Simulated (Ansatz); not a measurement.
# SnSe2: single-point calculation

System: SnSe2 (P-3m1, 3 atoms in the cell).
Method: DFT PBE, scalar-relativistic, plane waves, PAW, no spin polarisation (Ansatz 0.2.0).

The structure derives from an entry of the Crystallography Open Database. It belongs to a series of runs on one base structure; here: strain +0.0150 x Voigt [1, 1, 0, 0, 0, 0], atoms carried along. Figures and captions count atoms from 1; the log counts them from 0 in places.

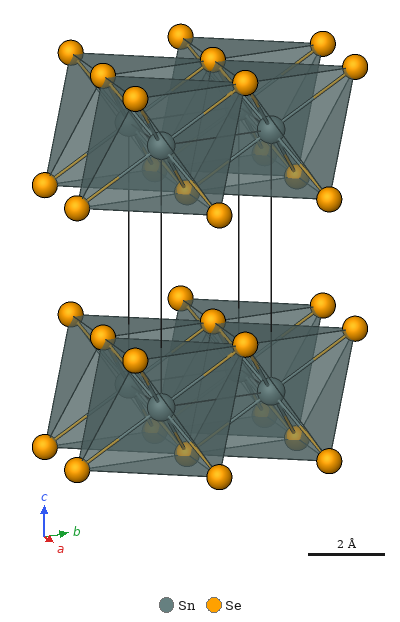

Fig. 1: The structure as given in the input (polyhedral view of the cell of the calculation, seen slightly off an axis; polyhedra are completed across the faces of the cell). An atom can appear more than once, as a periodic image.

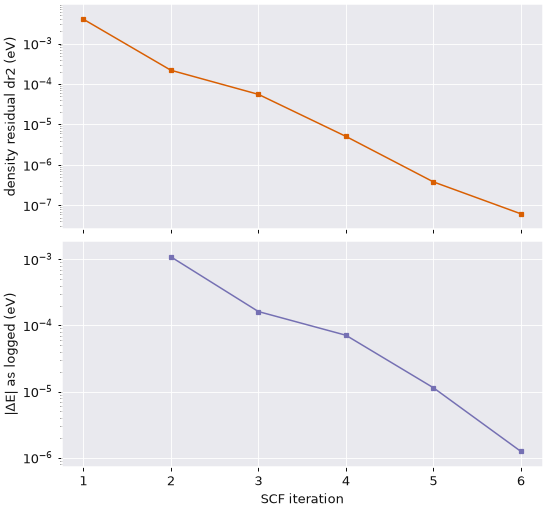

Fig. 2: Convergence of the self-consistent field: density residual dr2 and size of the energy change against the SCF iteration. The residual falls at every step.

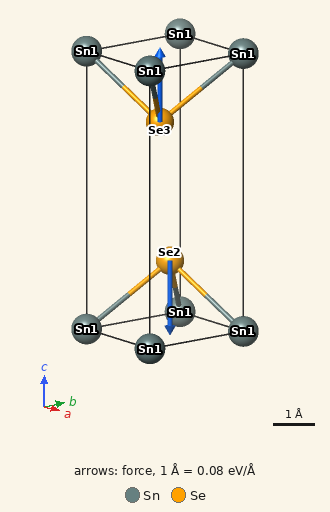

Fig. 3: Forces on the atoms as blue arrows (ball-and-stick view of the cell of the calculation, seen slightly off an axis; atoms are numbered from 1 in the order of the input). The largest act on Se2, Se3 (0.15 eV/Å). The geometry is not a stationary point of this energy.

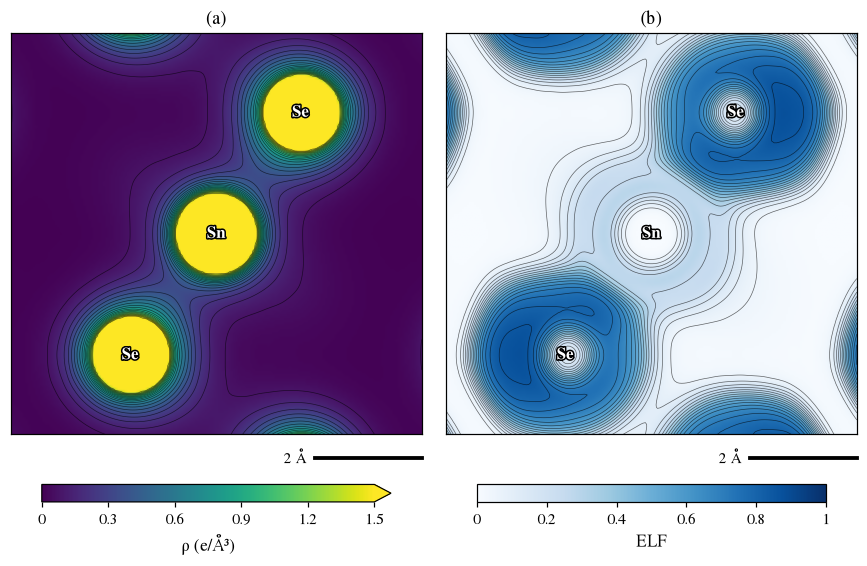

Fig. 4: (a) valence electron density; (b) ELF on the (110) plane of the conventional cell. Atoms in the plane: Sn and Se. Sn–Se (2.77 Å): the density is about 0.36 e/Å³ at the midpoint; the ELF is about 0.60 at the midpoint. Away from the nuclei the density in this plane falls to 0.003 e/Å³ at its lowest. Core electrons are frozen (PAW), so the fields are smoothed inside the atomic spheres.

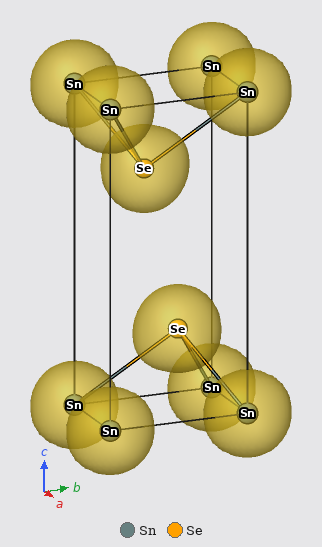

Fig. 5: Isosurface of the valence charge density (pseudo) at 0.6 e/Å³ (yellow), seen slightly off an axis. Sticks mark near contacts. The outline is the cell set on symmetry axes. At this value the density breaks into separate islands; it holds about 75 % of the electrons treated as valence (semicore included). It is pinched off along the Sn–Se (2.77 Å) contacts. On the grid the lowest density along these lines, outside the cores, is 0.35 e/Å³ (Sn–Se, 2.77 Å).

The input and output of the run follow.

Input
```yaml
crystal:
  lattice:
    - [3.9298230194, 0.0, 0.0]
    - [-1.9649115097, 3.4033265672, 0.0]
    - [0.0, 0.0, 6.9880221146]
  atoms:
    - { symbol: Sn, position: [0.0, 0.0, 0.0] }
    - { symbol: Se, position: [0.3333333333, 0.6666666667, 0.2281493097] }
    - { symbol: Se, position: [0.6666666667, 0.3333333333, 0.7718506903] }
basis:
  ecutwfc: 420
kpoints:
  mp_grid: { grid: [12, 12, 4] }
hamiltonian:
  xc: pbe
scf:
  occupations: { method: gaussian, width: 0.05 }
output:
  forces: true
  stress: true
  eigenvalues: true
  write_density: true
  write_potential: true
  elf: true
  volumetric_format: npy
```

Command:
```bash
ansatz run input.yaml --threads 1 --pin off --max-ram 2560MiB --backend cpu --events-out ev --progress --plain --runs-dir out
```

What the program printed
```
Engine: ansatz 0.2.0, aarch64-unknown-linux-gnu
Pseudopotentials: kind: paw
Pseudopotential: Sn, paw, valence charge 14, recommended cutoff 420 eV (normal), Sn.paw.azcp
Pseudopotential: Se, paw, valence charge 16, recommended cutoff 420 eV (normal), Se.paw.azcp
Functional definition: PBE
  parameter kappa = 0.804
  parameter beta = 0.06672455060314922
  exchange = pbe_x(kappa = kappa, mu = beta*pi^2/3)
  correlation = pbe_c(beta = beta)
Crystal: 3 atoms, lattice volume = 93.461 Å³
Basis set: ecut = 420 eV, 1859 PW (Γ), exchange–correlation on 54×54×96 points (8 copies of the dense FFT grid, shifted against one another)
Bands: 28, of which v1, the nominal top of the filled ones, is band 23 counted from 1 (22 counted from 0)
Symmetry: 12 space group operations
Space group: P-3m1 (ITA 164), of the structure as read, at distance tolerance 4.5e-5 Å
k-points: 69 of 576
Non-local potential: Sn, projectors of the file, l = 0: 2, l = 1: 2, l = 2: 2, l = 3: 2
Non-local potential: Se, projectors of the file, l = 0: 2, l = 1: 2, l = 2: 3, l = 3: 1
PAW form: soft (Blöchl's): semilocal exchange-correlation on the pseudo side does not see the compensation charge
PAW one-centre angular grid: Sn, 590 points (default); XC on 64 Gauss nodes
PAW one-centre angular grid: Se, 590 points (default); XC on 64 Gauss nodes
Initial density: superposition of atomic densities (neutral atoms: chi_scale 0, normalization atom), corrected by the library's trained network
Initial wavefunctions: pseudopotential atomic-orbital guess
Functional: x = pbe(κ = 0.804, μ = 0.2195149727645171), c = pbe(β = 0.06672455060314922)
SCF iter   1: F=—  HF=-16963.382702 eV  |F-HF|=—  |Δ(HF+E_count)|=         —  Δρ=1.46e-3  dr2=4.00e-3  ethr=1.77e-3  ⟨swp⟩=6.5  Hψ=8545  notcnv=0
preconditioner: auto → Resta (q_TF=auto, 2.424 Å⁻¹)  ε∞=2.6  [insulator: Δε(μ)=0.721 eV  Ē_g=15.731 eV  σ=0.050 eV  W_gap=1.00  n_scr=22 (ndim 8)  ℏωp=19.6 eV  f_vac=0.199  D(μ)=0.00/eV (n_scr^D=0)  ε∞_Penn≈2.6]
SCF iter   2: F=—  HF=-16963.381613 eV  |F-HF|=—  |Δ(HF+E_count)|=   1.09e-3  Δρ=6.43e-4  dr2=2.19e-4  ethr=8.69e-6  ⟨swp⟩=3.0  Hψ=4100  notcnv=0  defer=6
SCF iter   3: F=—  HF=-16963.381775 eV  |F-HF|=—  |Δ(HF+E_count)|=   1.62e-4  Δρ=3.40e-4  dr2=5.55e-5  ethr=4.76e-7  ⟨swp⟩=2.0  Hψ=3442  notcnv=0  defer=6
SCF iter   4: F=—  HF=-16963.381846 eV  |F-HF|=—  |Δ(HF+E_count)|=   7.10e-5  Δρ=8.37e-5  dr2=5.07e-6  ethr=1.21e-7  ⟨swp⟩=2.0  Hψ=2395  notcnv=0  defer=6
SCF iter   5: F=—  HF=-16963.381857 eV  |F-HF|=—  |Δ(HF+E_count)|=   1.14e-5  Δρ=1.73e-5  dr2=3.80e-7  ethr=1.10e-8  ⟨swp⟩=2.2  Hψ=3271  notcnv=0  defer=6
SCF iter   6: F=-16963.381859 eV  HF=-16963.381858 eV  |F-HF|=1.23e-7  |Δ(HF+E_count)|=   1.24e-6  Δρ=5.65e-6  dr2=6.17e-8  ethr=2.17e-10  ⟨swp⟩=13.1  Hψ=15763  notcnv=0
SCF 1 converged in 6 iterations: F = -16963.381859 eV  dr2 = 6.17e-8
  Residual-converged pass: ⟨swp⟩=1.0  Hψ=2210  notcnv=0  max |occ|·‖R‖ = 7.0e-9 eV (tolerance 1.0e-8 eV)  dr2=6.17e-8  dr2_onsite=1.42e-8  max |Δocc| = 1.4e-32
  greatest PAW one-centre occupation: 1.000 electrons in one spin orbital (limit 2), on the Se atom at site 2 (counted from 0), in its partial waves of l = 2
SCF converged after 6 iterations
Free energy (F): -16963.381859 eV
Harris-Foulkes:  -16963.381858 eV  (|F-HF|=1.23e-7)
Internal energy: -16963.381859 eV  (E = F + TS)
E sigma→0 (E₀):  -16963.381859 eV
Fermi energy:    5.858757 eV
--- Per-component energies (eV) ---
  E_band       = -965.373322
  E_kinetic    = 421.623326
  E_local      = -7062.150231  (includes V_loc(G=0)·N_el)
  E_nonlocal   = -1222.361668
  E_hartree    = 3555.814854
  E_xc         = -588.247607
  E_vxc        = -289.132415  (∫ρ·V_xc dr)
  E_paw        = -7963.704071  (= ΣΔE_a)
  E_vpaw       = 75.015462  (= ΣTr[D̂ρ^β])
  E_aug_tail   = -0.001188  (compensation charges beyond the density's cutoff)
  E_ewald      = -4104.355275
  E_smearing   = -0.000000  (= −TS)
  E_closure    = 0.000000  (closes the sum)
  Σ components = -16963.381859   (vs F -16963.381859, Δ=0.00e0)
--- Forces (eV/Å), atoms counted from 1 ---
  atom   1  Sn    -0.00000000     0.00000000     0.00000000
  atom   2  Se     0.00000000     0.00000000    -0.15073260
  atom   3  Se     0.00000000    -0.00000000     0.15073260
  max |Σ_I F_I| component: 2.78e-17 eV/Å
--- Stress (GPa, compression-positive) ---
       -1.771455       0.000000       0.000000
        0.000000      -1.771455      -0.000000
        0.000000       0.000000      -0.863931
  P = ⅓ Tr σ = -1.4689 GPa (-14.689 kbar)
--- Band table (eV; the first three rows and the last of 69) ---
  k-point 0: bands = ["-41.1008", "-41.1008", "-41.1008", "-41.1008", "-41.0658", "-41.0658", "-41.0655", "-41.0655", "-41.0531", "-41.0529", "-15.5568", "-15.5568", "-15.5323", "-15.5235", "-15.5235", "-7.6193", "-6.3614", "-0.0719", "5.0347", "5.0347", "5.1222", "5.3689", "5.3689", "6.4703", "8.5087", "10.0113", "10.0113", "12.7470"]
  k-point 1: bands = ["-41.1008", "-41.1008", "-41.1008", "-41.1008", "-41.0658", "-41.0658", "-41.0655", "-41.0655", "-41.0530", "-41.0530", "-15.5568", "-15.5568", "-15.5323", "-15.5235", "-15.5235", "-7.5972", "-6.4032", "0.0588", "4.5729", "5.0220", "5.0220", "5.3887", "5.3887", "6.9711", "8.4720", "9.9734", "9.9734", "12.9773"]
  k-point 2: bands = ["-41.1008", "-41.1008", "-41.1008", "-41.1008", "-41.0658", "-41.0658", "-41.0655", "-41.0655", "-41.0530", "-41.0530", "-15.5568", "-15.5568", "-15.5323", "-15.5235", "-15.5235", "-7.5736", "-6.4461", "0.2016", "4.1641", "5.0106", "5.0106", "5.4074", "5.4074", "7.3347", "8.4182", "9.9362", "9.9362", "13.2638"]
  k-point 68: bands = ["-41.1006", "-41.1005", "-41.1005", "-41.1005", "-41.0659", "-41.0657", "-41.0657", "-41.0656", "-41.0528", "-41.0528", "-15.5670", "-15.5670", "-15.5231", "-15.5231", "-15.5101", "-5.9786", "-5.9786", "-1.3500", "2.0765", "2.0765", "2.4860", "5.0195", "5.0195", "7.4630", "10.3349", "10.3349", "11.6635", "13.7088"]
```

Summary

| quantity | value |
| --- | --- |
| outcome | converged |
| space group (tolerance 0.01 Å) | P-3m1 (164) |
| electrons treated | 46 |
| free energy | −16963.3819 eV |
| Fermi energy | 5.859 eV |
| gap on the k-point mesh | 0.71 eV |
| pressure | −1.47 GPa |
| largest force (length of the vector) | 0.151 eV/Å |
| hardware | 1 thread of Arm Neoverse V2, 24 GiB of memory available, shared host |
| wall time | 9.7 s |
| peak memory | 0.41 GiB |
